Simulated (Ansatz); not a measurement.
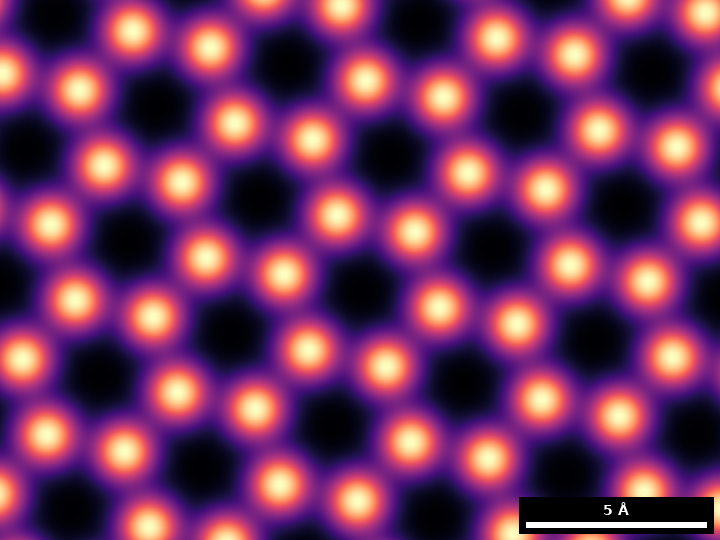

Dark-field STEM-like image of Na. Simulation: incoherent imaging, intensity Z^1.6 per atom, probe width 1.30 Å, thin sample. The display is stretched by a gamma of 0.8; percentages refer to the linear signal.

Measure the repeat of the pattern.

Answer. The pattern repeats on a hexagonal net with a repeat of 3.8 Å.

Which plane group does this projection have?

Answer. p6mm: sixfold points with mirror lines through them.

How many columns does the smallest repeating cell hold, and how many levels of brightness?

Answer. 2 columns in the primitive cell of 12.7 Å², all of one brightness.

The crystal is Na (P6_3/mmc, No. 194) seen along [001]. Structure used: coordinates from a relaxation with DFT, RPBE, plane waves (420 eV) with PAW, scalar-relativistic in Ansatz 0.2.0; the starting structure was generated, so it need not be a known form of this composition.
